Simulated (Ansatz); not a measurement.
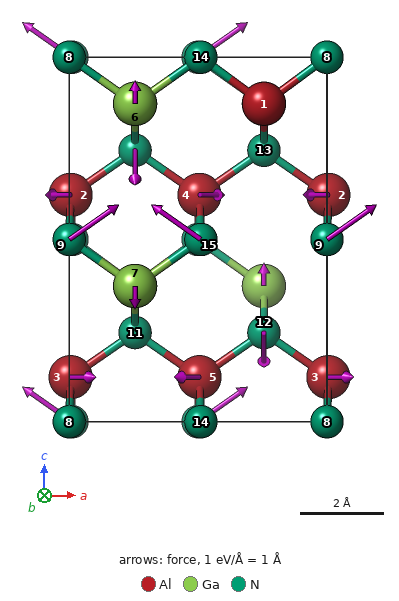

Starting geometry of a defect cell of composition Al5Ga2N8 with the computed forces as purple arrows. A ball-and-stick model of the conventional cell (2 times the calculation's cell) (origin shifted), seen along the b axis. Lengths and directions refer to the drawn axes.

Case: Al vacancy, atoms relaxed.

Level of theory: DFT PBEsol, scalar-relativistic, plane waves, PAW (Ansatz 0.2.0). (plane-wave cutoff 420 eV; k-point mesh 4 × 4 × 4; occupations gaussian; smearing width 0.05 eV; no spin polarisation; atoms relaxed in a fixed cell; force threshold 0.02 eV/Å; at most 50 steps)

Question: Is this structure relaxed? If not, where do the atoms go?

Answer: It isn't relaxed: the largest force vector, on N atoms, is 1.48 eV/Å. The atoms end up moving mostly along the starting forces (cosine between the two patterns 0.90). Over 4 geometry steps the energy falls by 0.661 eV per cell of the calculation. The largest force component goes from 0.88 to 0.0086 eV/Å. The largest moves, 0.19 Å, are those of N atoms. By element the largest moves are N 0.19 Å, Al 0.06 Å, Ga 0.03 Å. The cell doesn't change. Some distances before and after: Al–N 1.895 → 1.861 Å, Ga–N 1.949 → 1.918 Å. Bond angles that change, for instance: N–Al–N 110.6° → 97.4°, N–Ga–N 109.5° → 99.6°, Al–N–Al 110.6° → 118.7°.

Limits of the set-up: the cell has an odd number of electrons but was run without spin polarisation; the periodic images lie only 6.2 Å apart, so the values are limited by the cell's size.
